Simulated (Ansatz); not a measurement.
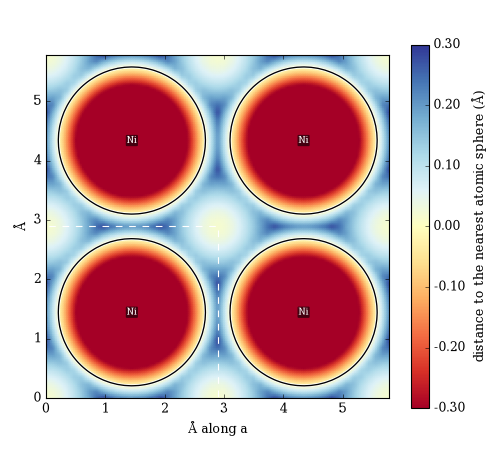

Map of the distance to the nearest atomic sphere in AlNi in space group Pm-3m, computed on the section z = 0.500 (parallel to a and b; the dashed line is one cell). The black line marks the spheres' surfaces; positive values are empty space; unlabelled circles belong to atoms above or below the section.

Hard-sphere model; metallic radii: Al 1.43 Å, Ni 1.24 Å.

Source of the atomic positions: the end point of a relaxation with Ansatz 0.2.0, DFT PBE, scalar-relativistic, plane waves, PAW.

```cif
data_structure
_symmetry_space_group_name_H-M 'P 1'
_symmetry_Int_Tables_number 1
_cell_length_a 2.8931
_cell_length_b 2.8931
_cell_length_c 2.8931
_cell_angle_alpha 90.000
_cell_angle_beta 90.000
_cell_angle_gamma 90.000
_cell_volume 24.21
loop_
_atom_site_label
_atom_site_type_symbol
_atom_site_fract_x
_atom_site_fract_y
_atom_site_fract_z
_atom_site_occupancy
Al1 Al 0.00000 0.00000 0.00000 1
Ni1 Ni 0.50000 0.50000 0.50000 1
```

**Where is the largest hole in this section, and how large is it?**

At 0.000, 0.324, 0.500 (fractional), where the distance reaches 0.29 Å; it is enclosed by 2 Ni + 2 Al in a distorted tetrahedral arrangement. It is the largest hole of the crystal.

**How much of the crystal lies outside the spheres?**

About 18 % of the cell's volume, and 43 % of this section's area.

**What can pass through?**

The largest sphere that fits anywhere has a diameter of 0.59 Å; the largest that can travel through the crystal, about 0.3 Å.
